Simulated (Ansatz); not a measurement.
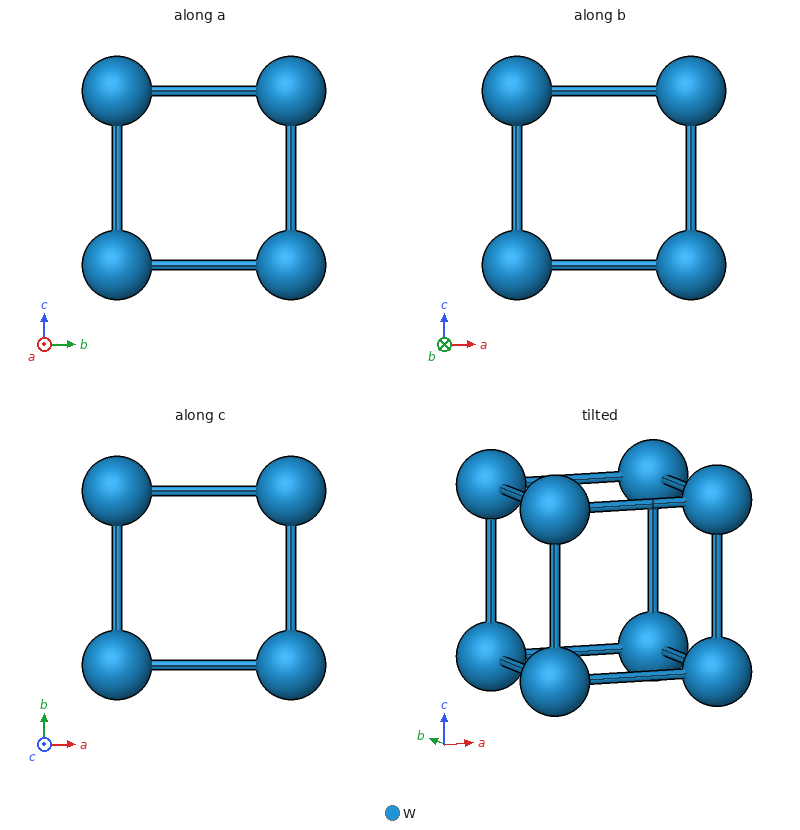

Drawn in the ball-and-stick manner and seen along the a axis, along the b axis, along the c axis and slightly off an axis. The parallelepiped is the conventional unit cell.

Lattice parameters: a = 2.681 Å, b = 2.681 Å, c = 2.681 Å, α = 90.00°, β = 90.00°, γ = 90.00°.

> Record the structure as a table of Wyckoff sites.

Space group Pm-3m (No. 221).
| atom | site | x | y | z |
| --- | --- | --- | --- | --- |
| W | 1a | 0.0000 | 0.0000 | 0.0000 |

The model was built from a structure type filled with this element by a generator (whether the element takes this form wasn't checked). Earlier steps of the study may have refined or changed the cell and positions. It went into a calculation with Ansatz.

At this level of theory the cell isn't at rest (stretched, at -8 GPa), so its distances can differ from those at equilibrium, the more so the softer the solid.
